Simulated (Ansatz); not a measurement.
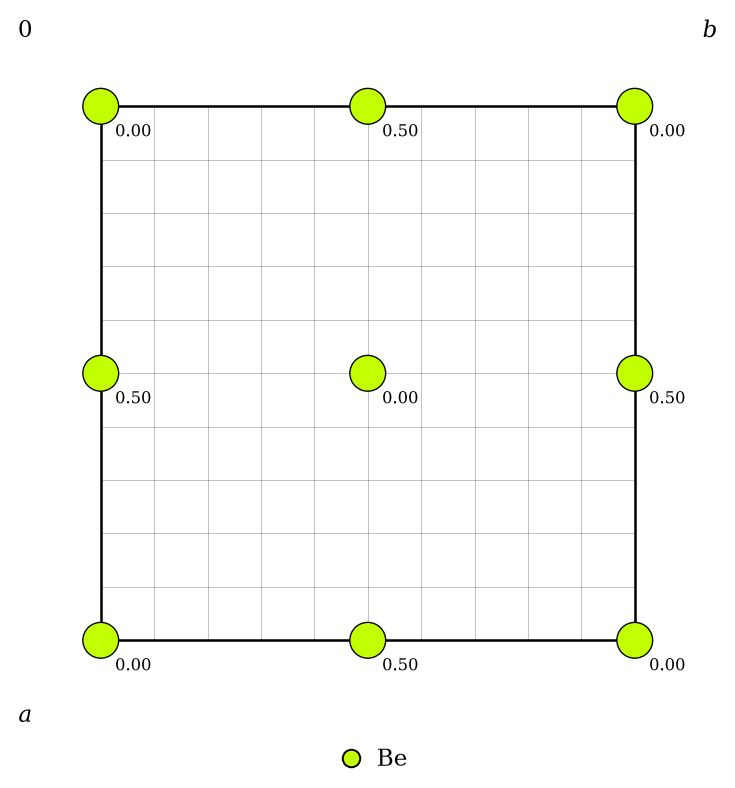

Plan of a unit cell projected along c (a down the page, b across); the numbers are heights as fractions of c, and atoms on the cell's edges are repeated. The grid marks tenths of a and b. Source: the input geometry of an electronic-structure calculation (not necessarily at equilibrium); the starting structure was generated, so it need not be a known form of this composition. Geometry calculated from the standardised cell; symmetry tolerance 0.002 Å.

a = 3.108 Å, b = 3.108 Å, c = 3.108 Å, α = 90.00°, β = 90.00°, γ = 90.00°.

> What does the cell contain?

4 Be: Be, Z = 4.

> Give the fractional coordinates of all atoms, to two places.

| atom | x | y | z |
| --- | --- | --- | --- |
| Be | 0.00 | 0.00 | 0.00 |
| Be | 0.00 | 0.50 | 0.50 |
| Be | 0.50 | 0.00 | 0.50 |
| Be | 0.50 | 0.50 | 0.00 |
